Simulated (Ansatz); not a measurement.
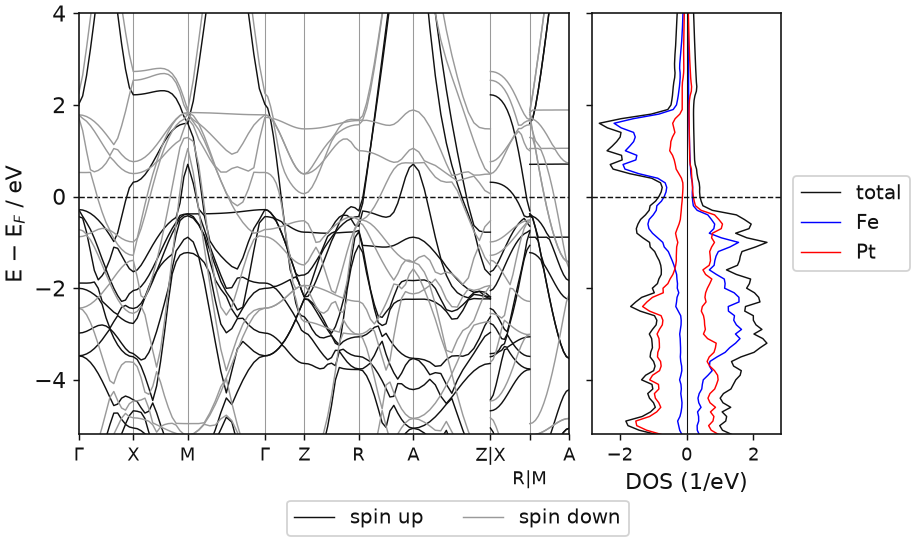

Band structure and density of states. Energies are counted from the Fermi level. The partial curves are projected on Löwdin-orthogonalised atomic shells. Spin-down states are drawn negative.

This input was run:

```
crystal:
  lattice:
    - [2.6867834649, 0.0, 0.0]
    - [0.0, 2.6867834649, 0.0]
    - [0.0, 0.0, 3.7173957956]
  atoms:
    - { symbol: Fe, position: [0.0, 0.0, 0.0], spin: 3.17 }
    - { symbol: Pt, position: [0.5, 0.5, 0.5], spin: 0.41 }
basis:
  ecutwfc: 420
kpoints:
  mp_grid: { grid: [16, 16, 12] }
  band_path:
    path:
      - [[0.0, 0.0, 0.0], [0.0, 0.5, 0.0], [0.5, 0.5, 0.0], [0.0, 0.0, 0.0], [0.0, 0.0, 0.5], [0.0, 0.5, 0.5], [0.5, 0.5, 0.5], [0.0, 0.0, 0.5]]
      - [[0.0, 0.5, 0.0], [0.0, 0.5, 0.5]]
      - [[0.5, 0.5, 0.0], [0.5, 0.5, 0.5]]
    npoints: 14
hamiltonian:
  xc: pbesol
scf:
  occupations: { method: gaussian, width: 0.1 }
  n_extra_bands: 6
output:
  forces: true
  stress: true
  eigenvalues: true
  populations: true
  dos: { projected: true, de: 0.02, nscf_kmesh: { grid: [24, 24, 18] } }
  bader: true
  write_density: true
  write_potential: true
  elf: true
  volumetric_format: npy
magnetization:
  spin_polarized: true
checkpoint:
  read: start.run
  write: ck
  compress: false
  write_wavefunctions: false
  write_every: 100000
```

Run as:
```bash
ansatz run input.yaml --threads 1 --pin off --max-ram 2560MiB --backend cpu --events-out ev --progress --plain --runs-dir out
```

Does this material conduct, going by its bands?

Answer. A metal: 3 spin-up and 4 spin-down bands cross the Fermi level along this path.

Is the cell magnetic? Give the net moment.

Answer. The two spin channels differ: the cell has a net moment of 3.2 μB, with spin up in the majority.

Spin-orbit coupling is left out, which matters for Pt.
